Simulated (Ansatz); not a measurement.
# Two runs on Al2Ru

System: Al2Ru (I4/mmm, 3 atoms in the cell).
Method of run 1: DFT PBEsol, scalar-relativistic, plane waves, PAW, PAW set soft_1, spin-polarised (Ansatz 0.2.0).

The structure derives from a Materials Project entry. Text and figures count atoms from 1; the logs count them from 0 in places.

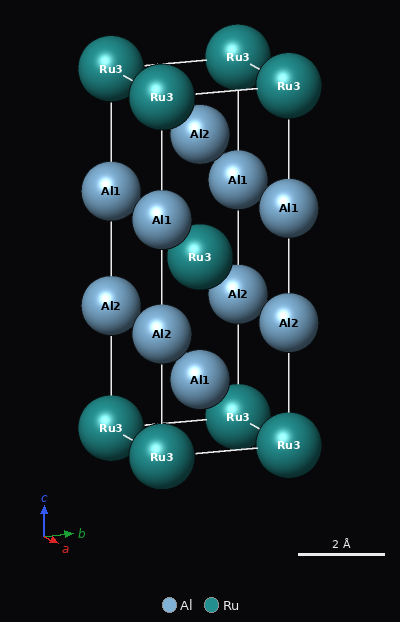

The input geometry (spheres-only view of the cell 2 times as large as that of the calculation, set on its symmetry axes, seen slightly off an axis; atoms are numbered from 1 in the order of the input). An atom can appear more than once, as a periodic image.

**Input file, run 1**
```yaml
crystal:
  lattice:
    - [-1.602846072, 1.602846072, 4.3249320121]
    - [1.602846072, -1.602846072, 4.3249320121]
    - [1.602846072, 1.602846072, -4.3249320121]
  atoms:
    - { symbol: Al, position: [0.6590805105, 0.6590805105, 0.0] }
    - { symbol: Al, position: [0.3409194895, 0.3409194895, 0.0] }
    - { symbol: Ru, position: [0.0, 0.0, 0.0], spin: 1.5 }
basis:
  ecutwfc: 420
kpoints:
  mp_grid: { grid: [20, 20, 20] }
hamiltonian:
  xc: pbesol
  pseudopotentials: { kind: paw, azcp: { folder: soft_1 } }
scf:
  occupations: { method: gaussian, width: 0.15 }
  lower_state_search: "off"
output:
  forces: true
  stress: true
  eigenvalues: true
  populations: true
magnetization:
  spin_polarized: true
  initial_magnetization: 1.5
  spin_locking: { lock_magnetization: hard }
```

Command:
```bash
ansatz run input.yaml --threads 4 --pin off --max-ram 8192MiB --backend cpu --events-out ev --progress --plain --runs-dir out
```

Hardware: 4 threads of Arm Neoverse V2, 24 GiB of memory available, shared host.

**Output, shortened to warnings, some set-up lines, iterations and results (run 1)**
```
Warning: [file] the record states the generating functional pbe (its physics header spells it `PBE`), which answers neither for hamiltonian.xc's functional nor for the pbesol family's — results may be inconsistent (PPs are generated against a specific XC)
Warning: [file] the record states the generating functional pbe (its physics header spells it `PBE`), which answers neither for hamiltonian.xc's functional nor for the pbesol family's — results may be inconsistent (PPs are generated against a specific XC)
Warning: output.stress: scf.convergence.dr2_threshold = 1e-7 eV (the SCF's general default) is looser than the 3e-10 eV advised for a printed stress (1e-10 eV for each atom of the cell: 3). What an SCF threshold leaves in a stress goes as its square root, and in the free energy as the threshold itself, and one threshold admits the most on a small cell: of the crystals measured, under no hybrid …
Basis set: ecut = 420 eV, 875 PW (Γ), FFT grids on a1+a3, a2+a3, a3, exchange–correlation on 48×48×72 points (8 copies of the dense FFT grid, shifted against one another)
Symmetry: 16 space group operations
k-points: 641 of 8000
Initial density: superposition of atomic densities (chi_scale 0.1, normalization cell, long waves kept (reshape's long-wave potential 0.00 eV rms))
[...]
SCF iter   1: F=—  HF=-6867.361264 eV  |F-HF|=—  |Δ(HF+E_count)|=         —  Δρ=5.79e-2 (↑5.79e-2 ↓3.57e-2)  dr2=4.66e0  dr2_m=1.63e-1  M=1.500 μB ∫|m|=1.503 μB  β_m=0.30  …
SCF iter   2: F=—  HF=-6866.666734 eV  |F-HF|=—  |Δ(HF+E_count)|=   6.95e-1  Δρ=2.61e-2 (↑2.61e-2 ↓1.99e-2)  dr2=4.89e-1  dr2_m=1.06e-1  M=1.500 μB ∫|m|=1.500 μB  β_m=0.37  …
SCF iter   3: F=—  HF=-6866.587727 eV  |F-HF|=—  |Δ(HF+E_count)|=   7.90e-2  Δρ=1.52e-2 (↑1.21e-2 ↓1.52e-2)  dr2=1.71e-1  dr2_m=4.40e-2  M=1.500 μB ∫|m|=1.500 μB  β_m=0.69  …
SCF iter   4: F=—  HF=-6866.542463 eV  |F-HF|=—  |Δ(HF+E_count)|=   4.53e-2  Δρ=1.53e-3 (↑1.27e-3 ↓1.53e-3)  dr2=5.68e-3  dr2_m=8.25e-5  M=1.500 μB ∫|m|=1.500 μB  β_m=0.84  …
SCF iter   5: F=—  HF=-6866.540452 eV  |F-HF|=—  |Δ(HF+E_count)|=   2.01e-3  Δρ=3.45e-4 (↑2.76e-4 ↓3.45e-4)  dr2=1.00e-4  dr2_m=1.32e-5  M=1.500 μB ∫|m|=1.500 μB  β_m=0.92  …
SCF iter   6: F=—  HF=-6866.540410 eV  |F-HF|=—  |Δ(HF+E_count)|=   4.15e-5  Δρ=1.22e-4 (↑5.43e-5 ↓1.22e-4)  dr2=1.86e-5  dr2_m=8.67e-7  M=1.500 μB ∫|m|=1.500 μB  β_m=0.96  …
SCF iter   7: F=—  HF=-6866.540404 eV  |F-HF|=—  |Δ(HF+E_count)|=   6.25e-6  Δρ=1.42e-5 (↑1.39e-5 ↓1.42e-5)  dr2=3.68e-7  dr2_m=1.84e-8  M=1.500 μB ∫|m|=1.500 μB  β_m=0.98  …
SCF iter   8: F=-6866.540404 eV  HF=-6866.540404 eV  |F-HF|=2.26e-8  |Δ(HF+E_count)|=   9.73e-8  Δρ=3.91e-6 (↑3.55e-6 ↓3.91e-6)  dr2=2.79e-8  dr2_m=6.29e-10  M=1.500 μB …
SCF iter   9: F=-6866.540404 eV  HF=-6866.540404 eV  |F-HF|=1.09e-10  |Δ(HF+E_count)|=   3.79e-9  Δρ=4.23e-7 (↑4.23e-7 ↓4.23e-7)  dr2=2.19e-10  dr2_m=1.39e-11  M=1.500 μB …
SCF 1 converged in 9 iterations: F = -6866.540404 eV  dr2 = 2.19e-10
SCF converged after 9 iterations
Stability checked in part: among states of this total moment the steps that led to this state did not find it unstable. No probe was made; neither looks for a lower state of another moment (fixed_total_moment; see scf.lower_state_search)
an eigenvalue changed by more than its tolerance at an iteration that met the thresholds in force, so the SCF went on 1 time: the last check found none over its tolerance
Magnetization: 1.5000 μB (11.7500 up, 10.2500 down)
Absolute magnetization: 1.5000 μB (∫|ρ↑−ρ↓|, with the PAW one-centre terms)
Spin contamination: 0.0038 ħ² per cell (⟨S²⟩ above its minimum at these occupations)
Per-site moments (μB) at R_I (Å): [(0.09961305520577934, 1.0938388798309928), (0.09961305520577926, 1.0938388798309928), (0.9629993311420584, 1.0938388798309928)]
Free energy (F): -6866.540404 eV
Harris-Foulkes:  -6866.540404 eV  (|F-HF|=1.09e-10)
Internal energy: -6866.513432 eV  (E = F + TS)
E sigma→0 (E₀):  -6866.526918 eV
Entropy (-TS):   -0.026972 eV (-8.991 meV/atom)
Fermi energy:    12.806992 (↑ 13.852393, ↓ 11.761591) eV
--- Per-component energies (eV) ---
  E_band       = -167.131932
  E_kinetic    = 508.236025
  E_local      = -2230.994024  (includes V_loc(G=0)·N_el)
  E_nonlocal   = 437.456024
  E_hartree    = 844.274702
  E_xc         = -244.530362
  E_vxc        = -274.022696  (∫ρ·V_xc dr)
  E_paw        = -4355.265254  (= ΣΔE_a)
  E_vpaw       = -296.357849  (= ΣTr[D̂ρ^β])
  E_aug_tail   = 0.000596  (compensation charges beyond the density's cutoff)
  E_ewald      = -1825.982713
  E_core_change = 0.291575  (= ΣΔE_core)
  E_smearing   = -0.026972  (= −TS)
  E_closure    = 0.000000  (closes the sum)
  Σ components = -6866.540404   (vs F -6866.540404, Δ=0.00e0)
--- Forces (eV/Å), atoms counted from 1 ---
  atom   1  Al    -0.00000000    -0.00000000    -0.43034967
  atom   2  Al     0.00000000    -0.00000000     0.43034967
  atom   3  Ru    -0.00000000     0.00000000     0.00000000
  max |Σ_I F_I| component: 6.94e-18 eV/Å
--- Stress (GPa, compression-positive) ---
       -4.510280       0.000000       0.000000
        0.000000      -4.510280       0.000000
        0.000000       0.000000     -10.270536
  P = ⅓ Tr σ = -6.4304 GPa (-64.304 kbar)
--- Löwdin populations: 3 sites ---
  site symbol       q [e]    m [muB]
     0     Al      2.9810     0.2332
     1     Al      2.9810     0.2332
     2     Ru     15.8969     1.0154
  spilling = 0.006419 (of n_electrons = 22.000000)
```

For run 2 the input was changed thus:
```diff
-    - [-1.602846072, 1.602846072, 4.3249320121]
-    - [1.602846072, -1.602846072, 4.3249320121]
-    - [1.602846072, 1.602846072, -4.3249320121]
+    - [-1.5606369534, 1.5606369534, 4.2110398728]
+    - [1.5606369534, -1.5606369534, 4.2110398728]
+    - [1.5606369534, 1.5606369534, -4.2110398728]
```

How does run 2 compare with run 1?

The total moment is fixed by the input in run 1 and run 2, so the state need not be the lowest. With the same functional and potentials, run 2 lies 3.0 meV per atom lower. The pressure goes from −6.43 to 6.50 GPa. The largest force goes from 0.430 to 0.199 eV/Å. The volume per atom goes from 14.82 to 13.68 Å³. The cell is scaled evenly with the atoms at fixed fractional positions, so −ΔP/Δ ln V estimates the bulk modulus midway between the two volumes: about 160 GPa. The number of SCF iterations is the same. The plane waves at Γ go from 875 to 795.

**Output, shortened to warnings, some set-up lines, iterations and results (run 2)**
```
Warning: [file] the record states the generating functional pbe (its physics header spells it `PBE`), which answers neither for hamiltonian.xc's functional nor for the pbesol family's — results may be inconsistent (PPs are generated against a specific XC)
Warning: [file] the record states the generating functional pbe (its physics header spells it `PBE`), which answers neither for hamiltonian.xc's functional nor for the pbesol family's — results may be inconsistent (PPs are generated against a specific XC)
Warning: output.stress: scf.convergence.dr2_threshold = 1e-7 eV (the SCF's general default) is looser than the 3e-10 eV advised for a printed stress (1e-10 eV for each atom of the cell: 3). What an SCF threshold leaves in a stress goes as its square root, and in the free energy as the threshold itself, and one threshold admits the most on a small cell: of the crystals measured, under no hybrid …
Basis set: ecut = 420 eV, 795 PW (Γ), FFT grids on a1+a3, a2+a3, a3, exchange–correlation on 48×48×64 points (8 copies of the dense FFT grid, shifted against one another)
Symmetry: 16 space group operations
k-points: 641 of 8000
Initial density: superposition of atomic densities (chi_scale 0.1, normalization cell, long waves kept (reshape's long-wave potential 0.00 eV rms))
[...]
SCF iter   1: F=—  HF=-6867.376393 eV  |F-HF|=—  |Δ(HF+E_count)|=         —  Δρ=6.11e-2 (↑6.11e-2 ↓3.60e-2)  dr2=4.41e0  dr2_m=1.77e-1  M=1.500 μB ∫|m|=1.501 μB  β_m=0.30  …
SCF iter   2: F=—  HF=-6866.688822 eV  |F-HF|=—  |Δ(HF+E_count)|=   6.88e-1  Δρ=2.93e-2 (↑2.93e-2 ↓2.08e-2)  dr2=5.35e-1  dr2_m=1.15e-1  M=1.500 μB ∫|m|=1.500 μB  β_m=0.39  …
SCF iter   3: F=—  HF=-6866.591157 eV  |F-HF|=—  |Δ(HF+E_count)|=   9.77e-2  Δρ=1.56e-2 (↑1.25e-2 ↓1.56e-2)  dr2=1.53e-1  dr2_m=4.40e-2  M=1.500 μB ∫|m|=1.500 μB  β_m=0.69  …
SCF iter   4: F=—  HF=-6866.551561 eV  |F-HF|=—  |Δ(HF+E_count)|=   3.96e-2  Δρ=1.65e-3 (↑1.34e-3 ↓1.65e-3)  dr2=5.47e-3  dr2_m=1.02e-4  M=1.500 μB ∫|m|=1.500 μB  β_m=0.85  …
SCF iter   5: F=—  HF=-6866.549539 eV  |F-HF|=—  |Δ(HF+E_count)|=   2.02e-3  Δρ=3.33e-4 (↑3.13e-4 ↓3.33e-4)  dr2=9.20e-5  dr2_m=1.46e-5  M=1.500 μB ∫|m|=1.500 μB  β_m=0.91  …
SCF iter   6: F=—  HF=-6866.549497 eV  |F-HF|=—  |Δ(HF+E_count)|=   4.18e-5  Δρ=1.38e-4 (↑5.89e-5 ↓1.38e-4)  dr2=1.88e-5  dr2_m=1.20e-6  M=1.500 μB ∫|m|=1.500 μB  β_m=0.96  …
SCF iter   7: F=—  HF=-6866.549493 eV  |F-HF|=—  |Δ(HF+E_count)|=   3.78e-6  Δρ=1.60e-5 (↑1.60e-5 ↓1.56e-5)  dr2=3.78e-7  dr2_m=2.43e-8  M=1.500 μB ∫|m|=1.500 μB  β_m=0.98  …
SCF iter   8: F=-6866.549493 eV  HF=-6866.549493 eV  |F-HF|=2.42e-8  |Δ(HF+E_count)|=   1.04e-7  Δρ=3.89e-6 (↑3.89e-6 ↓3.64e-6)  dr2=2.92e-8  dr2_m=4.91e-10  M=1.500 μB …
SCF iter   9: F=-6866.549493 eV  HF=-6866.549493 eV  |F-HF|=8.91e-11  |Δ(HF+E_count)|=   4.35e-9  Δρ=3.61e-7 (↑3.61e-7 ↓3.31e-7)  dr2=1.56e-10  dr2_m=1.10e-11  M=1.500 μB …
SCF 1 converged in 9 iterations: F = -6866.549493 eV  dr2 = 1.56e-10
SCF converged after 9 iterations
Stability checked in part: among states of this total moment the steps that led to this state did not find it unstable. No probe was made; neither looks for a lower state of another moment (fixed_total_moment; see scf.lower_state_search)
an eigenvalue changed by more than its tolerance at an iteration that met the thresholds in force, so the SCF went on 1 time: the last check found none over its tolerance
Magnetization: 1.5000 μB (11.7500 up, 10.2500 down)
Absolute magnetization: 1.5000 μB (∫|ρ↑−ρ↓|, with the PAW one-centre terms)
Spin contamination: 0.0026 ħ² per cell (⟨S²⟩ above its minimum at these occupations)
Per-site moments (μB) at R_I (Å): [(0.10928376693984475, 1.0650338836395499), (0.10928376693984468, 1.0650338836395499), (0.9057950965768787, 1.0650338836395499)]
Free energy (F): -6866.549493 eV
Harris-Foulkes:  -6866.549493 eV  (|F-HF|=8.91e-11)
Internal energy: -6866.524942 eV  (E = F + TS)
E sigma→0 (E₀):  -6866.537218 eV
Entropy (-TS):   -0.024551 eV (-8.184 meV/atom)
Fermi energy:    14.162982 (↑ 15.358245, ↓ 12.967718) eV
--- Per-component energies (eV) ---
  E_band       = -142.122021
  E_kinetic    = 513.851316
  E_local      = -2161.477197  (includes V_loc(G=0)·N_el)
  E_nonlocal   = 438.278683
  E_hartree    = 820.644223
  E_xc         = -246.884613
  E_vxc        = -277.062938  (∫ρ·V_xc dr)
  E_paw        = -4355.861188  (= ΣΔE_a)
  E_vpaw       = -297.001427  (= ΣTr[D̂ρ^β])
  E_aug_tail   = 0.000653  (compensation charges beyond the density's cutoff)
  E_ewald      = -1875.368395
  E_core_change = 0.291575  (= ΣΔE_core)
  E_smearing   = -0.024551  (= −TS)
  E_closure    = -0.000000  (closes the sum)
  Σ components = -6866.549493   (vs F -6866.549493, Δ=0.00e0)
--- Forces (eV/Å), atoms counted from 1 ---
  atom   1  Al     0.00000000     0.00000000    -0.19879722
  atom   2  Al     0.00000000    -0.00000000     0.19879722
  atom   3  Ru    -0.00000000     0.00000000    -0.00000000
  max |Σ_I F_I| component: 5.55e-17 eV/Å
--- Stress (GPa, compression-positive) ---
        8.588899      -0.000000       0.000000
       -0.000000       8.588899       0.000000
       -0.000000       0.000000       2.318483
  P = ⅓ Tr σ = 6.4988 GPa (64.988 kbar)
--- Löwdin populations: 3 sites ---
  site symbol       q [e]    m [muB]
     0     Al      2.9613     0.2587
     1     Al      2.9613     0.2587
     2     Ru     15.9314     0.9611
  spilling = 0.006634 (of n_electrons = 22.000000)
```

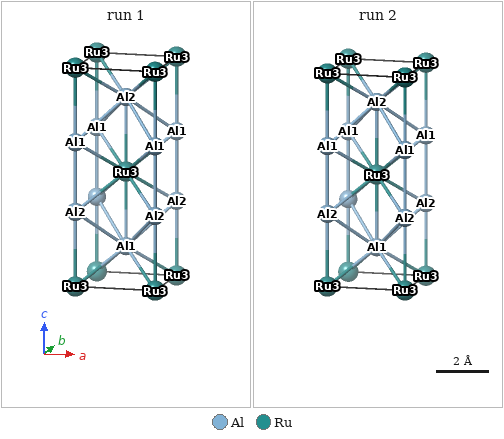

The two input geometries at one scale (ball-and-stick view of the cell 2 times as large as that of the calculation, set on its symmetry axes, seen slightly off an axis). No atom moves by more than 0.005 Å relative to the cell. The volume changes by −7.7 %, with a = b 3.206 → 3.121 Å (−2.6 %), c 8.650 → 8.422 Å (−2.6 %). Among the contacts that change: Al1–Ru3 2.949 → 2.871 Å, Al1–Al2 2.759 → 2.686 Å.

**The two runs side by side**

| quantity | run 1 | run 2 |
| --- | --- | --- |
| outcome | converged | converged |
| free energy per atom (eV) | −2288.8468 | −2288.8498 |
| energy per atom, smearing taken to zero (eV) | −2288.8423 | −2288.8457 |
| gap on the mesh (eV) | 0.00 | 0.00 |
| net moment of the cell (μB) | 1.50 | 1.50 |
| absolute moment of the cell (μB) | 1.50 | 1.50 |
| pressure (GPa) | −6.43 | 6.50 |
| volume per atom (Å³) | 14.82 | 13.68 |
| largest force (eV/Å) | 0.430 | 0.199 |
| SCF iterations | 9 | 9 |
| irreducible k-points | 641 | 641 |
| plane waves at Γ | 875 | 795 |
| wall time (shared host) | 18 s | 16 s |

For both runs: Warnings: the PAW datasets were made with another functional; the SCF threshold is looser than advised for the printed stress.
